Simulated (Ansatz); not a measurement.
**What a change does: single-point calculation on WS$_{2}$**

System: WS$_{2}$ (R3m, 3 atoms in the cell).
Method of run A: DFT PBEsol, scalar-relativistic, plane waves, PAW, no spin polarisation (Ansatz 0.2.0).

The structure derives from an entry of the Crystallography Open Database. Text and figures count atoms from 1; the logs count them from 0 in places.

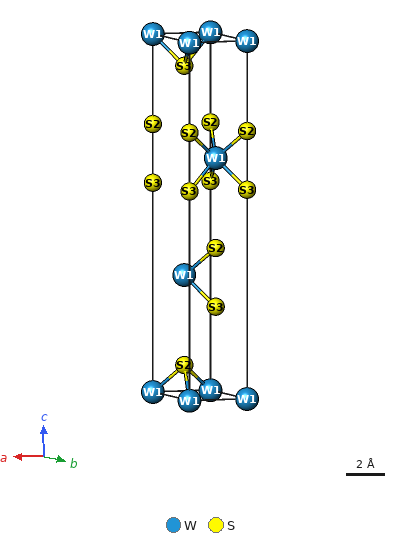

The input geometry (ball-and-stick view of the cell 3 times as large as that of the calculation, set on its symmetry axes, seen at an oblique angle; atoms are numbered from 1 in the order of the input).

The input, run A:
```yaml
crystal:
  lattice:
    - [1.5738034023, 0.9086358179, 6.5615786845]
    - [-1.5738034023, 0.9086358179, 6.5615786845]
    - [0.0, -1.8172716359, 6.5615786845]
  atoms:
    - { symbol: W, position: [0.9993284863, 0.9993284863, 0.9993284863] }
    - { symbol: S, position: [0.7479630314, 0.7479630314, 0.7479630314] }
    - { symbol: S, position: [0.5840084823, 0.5840084823, 0.5840084823] }
basis:
  ecutwfc: 420
kpoints:
  mp_grid: { grid: [12, 12, 12] }
hamiltonian:
  xc: pbesol
scf:
  occupations: { method: gaussian, width: 0.05 }
output:
  forces: true
  stress: true
  eigenvalues: true
```

Command:
```bash
ansatz run input.yaml --threads 2 --pin off --max-ram 5120MiB --backend cpu --events-out ev --progress --plain --runs-dir out
```

Hardware: 2 threads of Intel Xeon (Granite Rapids), 176 GiB of memory available, shared host.

Output, shortened to warnings, some set-up lines, iterations and results (run A):
```
Basis set: ecut = 420 eV, 1107 PW (Γ), FFT grids on a1−a3, a2−a3, a3, exchange–correlation on 48×48×96 points (8 copies of the dense FFT grid, shifted against one another)
Symmetry: 6 space group operations
k-points: 189 of 1728 (time reversal used)
Initial density: superposition of atomic densities (neutral atoms: chi_scale 0, normalization atom), corrected by the library's trained network
[...]
SCF iter   1: F=—  HF=-12029.043355 eV  |F-HF|=—  |Δ(HF+E_count)|=         —  Δρ=8.96e-3  dr2=9.69e-2  ethr=1.77e-3  ⟨swp⟩=6.0  Hψ=18825  notcnv=0
SCF iter   2: F=—  HF=-12029.088048 eV  |F-HF|=—  |Δ(HF+E_count)|=   4.47e-2  Δρ=1.32e-2  dr2=3.74e-1  ethr=3.73e-4  ⟨swp⟩=3.3  Hψ=7522  notcnv=0  recentre
SCF iter   3: F=—  HF=-12029.031130 eV  |F-HF|=—  |Δ(HF+E_count)|=   5.69e-2  Δρ=3.41e-3  dr2=4.94e-3  ethr=3.73e-4  ⟨swp⟩=3.0  Hψ=5754  notcnv=0
SCF iter   4: F=—  HF=-12029.032416 eV  |F-HF|=—  |Δ(HF+E_count)|=   1.29e-3  Δρ=8.77e-4  dr2=2.14e-4  ethr=1.90e-5  ⟨swp⟩=2.2  Hψ=5862  notcnv=0
SCF iter   5: F=—  HF=-12029.032587 eV  |F-HF|=—  |Δ(HF+E_count)|=   1.71e-4  Δρ=3.34e-4  dr2=1.05e-4  ethr=8.24e-7  ⟨swp⟩=2.0  Hψ=4575  notcnv=0
SCF iter   6: F=—  HF=-12029.032585 eV  |F-HF|=—  |Δ(HF+E_count)|=   1.47e-6  Δρ=1.64e-4  dr2=1.49e-5  ethr=4.04e-7  ⟨swp⟩=2.0  Hψ=4399  notcnv=0
SCF iter   7: F=—  HF=-12029.032600 eV  |F-HF|=—  |Δ(HF+E_count)|=   1.42e-5  Δρ=4.59e-5  dr2=9.36e-7  ethr=5.74e-8  ⟨swp⟩=2.4  Hψ=4669  notcnv=0
SCF iter   8: F=-12029.032600 eV  HF=-12029.032600 eV  |F-HF|=1.15e-8  |Δ(HF+E_count)|=   5.50e-7  Δρ=7.74e-6  dr2=2.33e-8  ethr=3.85e-10  ⟨swp⟩=4.1  Hψ=14991  notcnv=0
SCF 1 converged in 8 iterations: F = -12029.032600 eV  dr2 = 2.33e-8
SCF converged after 8 iterations
Free energy (F): -12029.032600 eV
Harris-Foulkes:  -12029.032600 eV  (|F-HF|=1.15e-8)
Internal energy: -12029.032600 eV  (E = F + TS)
E sigma→0 (E₀):  -12029.032600 eV
Fermi energy:    10.969366 eV
--- Per-component energies (eV) ---
  E_band       = -210.911911
  E_kinetic    = 664.028457
  E_local      = -1968.039494  (includes V_loc(G=0)·N_el)
  E_nonlocal   = 60.175683
  E_hartree    = 791.910358
  E_xc         = -457.690633
  E_vxc        = -413.673637  (∫ρ·V_xc dr)
  E_paw        = -9604.324320  (= ΣΔE_a)
  E_vpaw       = -137.221186  (= ΣTr[D̂ρ^β])
  E_aug_tail   = -0.000065  (compensation charges beyond the density's cutoff)
  E_ewald      = -1515.438277
  E_core_change = 0.345691  (= ΣΔE_core)
  E_smearing   = -0.000000  (= −TS)
  E_closure    = 0.000000  (closes the sum)
  Σ components = -12029.032600   (vs F -12029.032600, Δ=0.00e0)
--- Forces (eV/Å), atoms counted from 1 ---
  atom   1  W      0.00000000    -0.00000000     0.00000977
  atom   2  S      0.00000000     0.00000000    -0.88869511
  atom   3  S      0.00000000    -0.00000000     0.88876790
  max |Σ_I F_I| component: 8.26e-5 eV/Å
--- Stress (GPa, compression-positive) ---
       -2.974763       0.000000       0.000000
        0.000000      -2.974763       0.000000
       -0.000000       0.000000      -8.395871
  P = ⅓ Tr σ = -4.7818 GPa (-47.818 kbar)
```

For run B the input was changed thus:
```diff
+  convergence: { dr2_threshold: 1.0e-14 }
+  max_iter: 100
```

Predict how the results change.

Both reach the same energy, so the change doesn't alter the result. The SCF takes 15 iterations against 8.

Output, shortened to warnings, some set-up lines, iterations and results (run B):
```
Basis set: ecut = 420 eV, 1107 PW (Γ), FFT grids on a1−a3, a2−a3, a3, exchange–correlation on 48×48×96 points (8 copies of the dense FFT grid, shifted against one another)
Symmetry: 6 space group operations
k-points: 189 of 1728 (time reversal used)
Initial density: superposition of atomic densities (neutral atoms: chi_scale 0, normalization atom), corrected by the library's trained network
[...]
SCF iter   1: F=—  HF=-12029.043355 eV  |F-HF|=—  |Δ(HF+E_count)|=         —  Δρ=8.96e-3  dr2=9.69e-2  ethr=1.77e-3  ⟨swp⟩=6.0  Hψ=18825  notcnv=0
SCF iter   2: F=—  HF=-12029.088048 eV  |F-HF|=—  |Δ(HF+E_count)|=   4.47e-2  Δρ=1.32e-2  dr2=3.74e-1  ethr=3.73e-4  ⟨swp⟩=3.3  Hψ=7522  notcnv=0  recentre
SCF iter   3: F=—  HF=-12029.031130 eV  |F-HF|=—  |Δ(HF+E_count)|=   5.69e-2  Δρ=3.41e-3  dr2=4.94e-3  ethr=3.73e-4  ⟨swp⟩=3.0  Hψ=5754  notcnv=0
SCF iter   4: F=—  HF=-12029.032416 eV  |F-HF|=—  |Δ(HF+E_count)|=   1.29e-3  Δρ=8.77e-4  dr2=2.14e-4  ethr=1.90e-5  ⟨swp⟩=2.2  Hψ=5862  notcnv=0
SCF iter   5: F=—  HF=-12029.032587 eV  |F-HF|=—  |Δ(HF+E_count)|=   1.71e-4  Δρ=3.34e-4  dr2=1.05e-4  ethr=8.24e-7  ⟨swp⟩=2.0  Hψ=4575  notcnv=0
[... 6 lines ...]
SCF iter  12: F=—  HF=-12029.032600 eV  |F-HF|=—  |Δ(HF+E_count)|=  3.64e-12  Δρ=1.66e-8  dr2=5.59e-13  ethr=1.17e-14 (applied; sched 1.00e-12)  ⟨swp⟩=2.0  Hψ=4988  notcnv=0
SCF iter  13: F=—  HF=-12029.032600 eV  |F-HF|=—  |Δ(HF+E_count)|=    0.00e0  Δρ=1.61e-8  dr2=6.08e-13  ethr=2.15e-15 (applied; sched 1.00e-12)  ⟨swp⟩=2.0  Hψ=4533  notcnv=0
SCF iter  14: F=—  HF=-12029.032600 eV  |F-HF|=—  |Δ(HF+E_count)|=  1.82e-12  Δρ=5.82e-9  dr2=7.70e-14  ethr=2.34e-15 (applied; sched 1.00e-12)  ⟨swp⟩=1.0  Hψ=3214  notcnv=0
SCF iter  15: F=-12029.032600 eV  HF=-12029.032600 eV  |F-HF|=3.64e-12  |Δ(HF+E_count)|=  7.28e-12  Δρ=1.22e-9  dr2=2.99e-15  ethr=1.00e-12  ⟨swp⟩=4.1  Hψ=9723  notcnv=0
SCF 1 converged in 15 iterations: F = -12029.032600 eV  dr2 = 2.99e-15
SCF converged after 15 iterations
Free energy (F): -12029.032600 eV
Harris-Foulkes:  -12029.032600 eV  (|F-HF|=3.64e-12)
Internal energy: -12029.032600 eV  (E = F + TS)
E sigma→0 (E₀):  -12029.032600 eV
Fermi energy:    10.969386 eV
--- Per-component energies (eV) ---
  E_band       = -210.911220
  E_kinetic    = 664.027925
  E_local      = -1968.037216  (includes V_loc(G=0)·N_el)
  E_nonlocal   = 60.175458
  E_hartree    = 791.908578
  E_xc         = -457.690567
  E_vxc        = -413.673566  (∫ρ·V_xc dr)
  E_paw        = -9604.324126  (= ΣΔE_a)
  E_vpaw       = -137.220909  (= ΣTr[D̂ρ^β])
  E_aug_tail   = -0.000065  (compensation charges beyond the density's cutoff)
  E_ewald      = -1515.438277
  E_core_change = 0.345691  (= ΣΔE_core)
  E_smearing   = -0.000000  (= −TS)
  E_closure    = -0.000000  (closes the sum)
  Σ components = -12029.032600   (vs F -12029.032600, Δ=0.00e0)
--- Forces (eV/Å), atoms counted from 1 ---
  atom   1  W      0.00000000     0.00000000    -0.00006216
  atom   2  S     -0.00000000     0.00000000    -0.88866700
  atom   3  S      0.00000000    -0.00000000     0.88872933
  max |Σ_I F_I| component: 1.59e-7 eV/Å
--- Stress (GPa, compression-positive) ---
       -2.974636       0.000000       0.000000
        0.000000      -2.974636       0.000000
        0.000000       0.000000      -8.395704
  P = ⅓ Tr σ = -4.7817 GPa (-47.817 kbar)
```

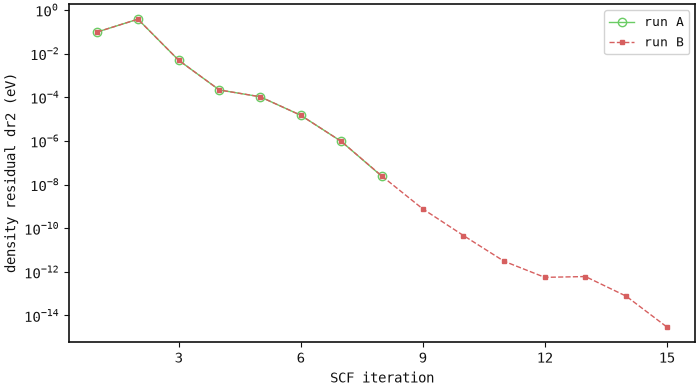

Convergence of the two runs: density residual dr2 against the SCF iteration. Run A takes 8 iterations in all, and run B takes 15.

The two runs side by side:

```tsv
quantity	run A	run B
outcome	converged	converged
free energy per atom (eV)	−4009.6775	−4009.6775
gap on the mesh (eV)	1.26	1.26
pressure (GPa)	−4.78	−4.78
largest force (eV/Å)	0.889	0.889
SCF iterations	8	15
irreducible k-points	189	189
plane waves at Γ	1107	1107
wall time (shared host)	6.4 s	7.5 s
```

For run A: Spin–orbit coupling is left out, which matters for W. For run B: A setting was made wrong on purpose: an extremely tight threshold (`scf.convergence.dr2_threshold`). The threshold was met all the same, at the cost of more iterations.
